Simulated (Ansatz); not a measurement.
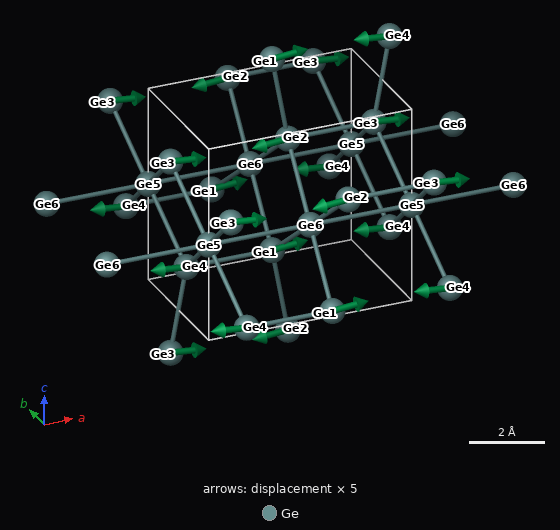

This is a relaxation of a crystal of Ge (a generated structure, set up in Pmma). The starting structure is drawn; green arrows show the displacements (the part carried along by the change of the cell is left out), 5 times their true length.

Style: ball-and-stick. Shown: the cell of the calculation, from a free direction.

Level of theory: DFT PBE, scalar-relativistic, plane waves, PAW (Ansatz).

Input
```yaml
crystal:
  lattice:
    - [6.0005215884, 0.0, 0.0]
    - [0.0, 4.0423714206, 0.0]
    - [0.0, 0.0, 5.763485623]
  atoms:
    - { symbol: Ge, position: [0.4609757807, 0.5, 0.2163652408] }
    - { symbol: Ge, position: [0.5390242193, 0.5, 0.7836347592] }
    - { symbol: Ge, position: [0.9609757807, 0.5, 0.7836347592] }
    - { symbol: Ge, position: [0.0390242193, 0.5, 0.2163652408] }
    - { symbol: Ge, position: [0.0, 0.0, 0.5] }
    - { symbol: Ge, position: [0.5, 0.0, 0.5] }
basis:
  ecutwfc: 420
kpoints:
  mp_grid: { grid: [6, 10, 8] }
hamiltonian:
  xc: pbe
scf:
  occupations: { method: gaussian, width: 0.1 }
output:
  forces: true
  stress: true
  eigenvalues: true
  write_density: true
  write_potential: true
  elf: true
  volumetric_format: npy
relax:
  adjacent_minimum: "off"
  f_tol: 0.01
  max_steps: 80
  cell: { stress_tol: 0.05 }
```

Launched with:
```bash
ansatz run input.yaml --threads 1 --pin off --max-ram 2560MiB --backend cpu --events-out ev --progress --plain --runs-dir out
```

Question: What happened in the run?

Answer: After 8 accepted moves (10 points after the start) the energy has fallen by 24.6 meV per atom. Largest force component: 0.072 eV/Å at the start, 0.00061 eV/Å at the end. The pressure goes from −0.08 to 0.00 GPa. The line search rejected the trial step at point 3 of the run. At 1 point the geometry stayed and the basis and grid were re-selected for the new cell (energy shift of 0.2 meV per atom at most each time). The largest moves relative to the cell, 0.21 Å, are those of Ge1, Ge2, Ge3 and Ge4. Ge4 goes along −a. Cell: a 6.001 → 5.481 Å (−8.7 %), b 4.042 → 4.132 Å (+2.2 %), c 5.763 → 5.901 Å (+2.4 %). Volume −4.4 %. Among the contacts that change: Ge1–Ge4 3.469 → 2.741 Å, Ge5–Ge6 3.000 → 2.741 Å, Ge1–Ge4 (another image) 2.532 → 2.740 Å, Ge1–Ge2 2.538 → 2.590 Å. New bonds form: Ge1–Ge4 (3.47 → 2.74 Å), Ge2–Ge3 (3.47 → 2.74 Å). Among the angles between lasting bonds that change: Ge1–Ge2–Ge3 100.6° → 90.0°, Ge3–Ge2–Ge6 95.1° → 90.0°. The space group (tolerance 0.01 Å) goes from Pmma (No. 51) to Pmmm (No. 47). The run took 7.1 min on 1 thread of Intel(R) Xeon(R) Platinum 8488C (Sapphire Rapids), on a shared host, peak memory 0.89 GiB.
